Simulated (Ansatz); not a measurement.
Re

The calculation's input:

```
crystal:
  lattice:
    - [4.1737246457, 0.0, 0.0]
    - [-2.0868623229, 3.6145515716, 0.0]
    - [0.0, 0.0, 2.6131326406]
  atoms:
    - { symbol: Re, position: [1.0, 1.0, 0.0] }
    - { symbol: Re, position: [0.3333333333, 0.6666666667, 0.5] }
    - { symbol: Re, position: [0.6666666667, 0.3333333333, 0.5] }
hamiltonian:
  xc: r2scan
  pseudopotentials:
    kind: paw
    azcp:
      Re: "pseudopotentials/Re.paw.azcp"
basis:
  ecutwfc: 500
  fft_grid_basis: typed
kpoints:
  mp_grid: { grid: [10, 10, 13], shift: [0, 0, 0] }
magnetization:
  spin_polarized: false
scf:
  occupations: { method: fermi_dirac, width: 0.1 }
  lower_state_search: "off"
output:
  stress: true
  write_density: true
  write_potential: true
  elf: true
  volumetric_format: npy
```

Command:

```sh
ansatz run input.yaml --threads 1 --pin off --max-ram 3584MiB --backend cpu --events-out ev --progress --plain --runs-dir out
```

Below, planes, directions and counts refer to the conventional cell (a = 4.17 Å, b = 4.17 Å, c = 2.61 Å, α = 90.00°, β = 90.00°, γ = 120.00°).

Space group P6/mmm; set up as Re, omega (AlB2-type); a generated structure, not necessarily the stable one; changed on purpose from its base cell (volume × 0.88); computed pressure about 62 GPa in this cell; computed without spin polarisation.

All numbers below come from DFT, r2SCAN, plane waves (500 eV) with PAW, scalar-relativistic (Ansatz 0.2.0).

Q: What can the converged valence pseudo-density and electron localisation function tell about the bonding?

A: Re–Re (2.41 Å): the density is about 0.78 e/Å³ at the midpoint; the ELF is about 0.45 at the midpoint.
Re–Re (2.61 Å): ρ at the midpoint is about 0.52 e/Å³; the ELF is about 0.35 at the midpoint.

Q: Does the calculation give a band gap?

A: It is metallic or semimetallic at this level of theory: no gap opens.

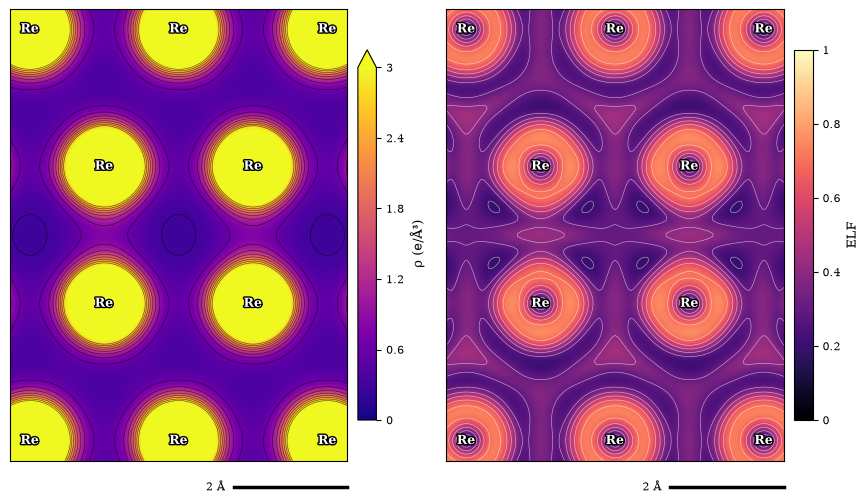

Computed valence pseudo-density and electron localisation function on the (110) plane of the conventional cell, in this order. 

In a PAW calculation such maps are meaningful between the atoms, not at the nuclei.
